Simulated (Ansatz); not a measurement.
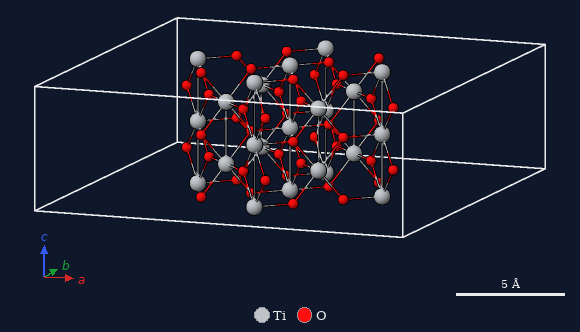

A wire of composition TiO$_{2}$, before the relaxation. Style: ball-and-stick. Shown: the 2 repeat of the cell, with the vacuum cut short (origin shifted), slightly off an axis.

Case: wire along [0 0 1], 27 atoms a period.

Level of theory: DFT PBEsol, scalar-relativistic, plane waves, PAW in Ansatz 0.2.0.

Input file:
```yaml
crystal:
  lattice:
    - [20.0, 0.0, 0.0]
    - [0.0, 20.3, 0.0]
    - [0.0, 0.0, 2.9392264225]
  atoms:
    - { symbol: Ti, position: [0.2704565587, 0.5, 0.0] }
    - { symbol: Ti, position: [0.5, 0.2738488263, 0.0] }
    - { symbol: Ti, position: [0.5, 0.5, 0.0] }
    - { symbol: Ti, position: [0.5, 0.7261511737, 0.0] }
    - { symbol: Ti, position: [0.7295434413, 0.5, 0.0] }
    - { symbol: Ti, position: [0.3852282794, 0.3869244132, 0.5] }
    - { symbol: Ti, position: [0.3852282794, 0.6130755868, 0.5] }
    - { symbol: Ti, position: [0.6147717206, 0.3869244132, 0.5] }
    - { symbol: Ti, position: [0.6147717206, 0.6130755868, 0.5] }
    - { symbol: O, position: [0.340331899, 0.3426915261, 0.0] }
    - { symbol: O, position: [0.340331899, 0.5688426998, 0.0] }
    - { symbol: O, position: [0.5698753403, 0.3426915261, 0.0] }
    - { symbol: O, position: [0.5698753403, 0.5688426998, 0.0] }
    - { symbol: O, position: [0.3153529391, 0.455767113, 0.5] }
    - { symbol: O, position: [0.5448963803, 0.2296159393, 0.5] }
    - { symbol: O, position: [0.5448963803, 0.455767113, 0.5] }
    - { symbol: O, position: [0.5448963803, 0.6819182866, 0.5] }
    - { symbol: O, position: [0.7744398216, 0.455767113, 0.5] }
    - { symbol: O, position: [0.4301246597, 0.4311573002, 0.0] }
    - { symbol: O, position: [0.4301246597, 0.6573084739, 0.0] }
    - { symbol: O, position: [0.659668101, 0.4311573002, 0.0] }
    - { symbol: O, position: [0.659668101, 0.6573084739, 0.0] }
    - { symbol: O, position: [0.2255601784, 0.544232887, 0.5] }
    - { symbol: O, position: [0.4551036197, 0.3180817134, 0.5] }
    - { symbol: O, position: [0.4551036197, 0.544232887, 0.5] }
    - { symbol: O, position: [0.4551036197, 0.7703840607, 0.5] }
    - { symbol: O, position: [0.6846470609, 0.544232887, 0.5] }
basis:
  ecutwfc: 420
kpoints:
  mp_grid: { grid: [1, 1, 11] }
hamiltonian:
  xc: pbesol
scf:
  occupations: { method: gaussian, width: 0.05 }
output:
  forces: true
  stress: true
  eigenvalues: true
  populations: true
  write_density: true
  write_potential: true
  elf: true
  volumetric_format: npy
relax:
  adjacent_minimum: "off"
  f_tol: 0.02
  max_steps: 45
  cell: { fix: [a, b, alpha, beta, gamma], stress_tol: 0.03 }
```

Launched with:
```bash
ansatz run input.yaml --threads 4 --pin off --max-ram 11264MiB --backend cpu --events-out ev --progress --plain --runs-dir out
```

Question: What does the optimiser find from here?

Answer: Over 7 accepted moves (9 points after the start) the energy falls by 4.447 eV per cell of the calculation. Largest force component: 2.9 eV/Å at the start, 0.012 eV/Å at the end. The SCF was repeated twice at an unchanged geometry on a basis and grid sized afresh for the cell, which shifted the energy by 20.6 meV per cell of the calculation at most. The largest moves relative to the layer's centre, 0.41 Å, are those of O15, O18, O23 and O26. By element the largest moves are O 0.41 Å, Ti 0.15 Å. Along the periodic axis the drawn cell goes c 5.878 → 5.775 Å (−1.8 %). Among the contacts that change: Ti7–O25 1.976 → 1.776 Å, Ti6–O19 1.942 → 2.092 Å, Ti3–O13 1.976 → 1.837 Å, Ti6–O10 1.942 → 1.812 Å. Bond angles that change, for instance: Ti9–O13–Ti9 98.3° → 87.3°, Ti6–O10–Ti6 98.3° → 105.6°, Ti3–O16–Ti3 98.3° → 91.9°. Cost: 6.1 min on 4 threads of Arm Neoverse V2, with other jobs on the host, peak memory 3.9 GiB.

History of the run:

| step | E − E(0), meV/atom | largest force component, eV/Å | note |
| --- | --- | --- | --- |
| 0 | 0.00 | 2.8871 |  |
| 1 | -102.15 | 2.0499 |  |
| 2 | -148.36 | 2.1229 |  |
| 3 | -159.91 | 0.6667 |  |
| 4 | -164.97 | 0.2554 |  |
| 5 | -165.38 | 0.0604 |  |
| 6 | -165.46 | 0.0146 |  |
| 7 | -164.70 | 0.0151 | same geometry, new basis |
| 8 | -164.72 | 0.0120 |  |
| 9 | -164.69 | 0.0119 | same geometry, new basis |

After the run, drawn alike:

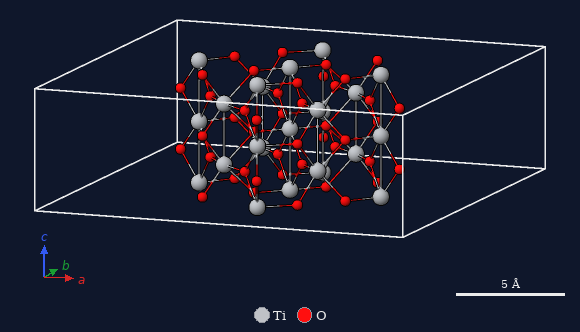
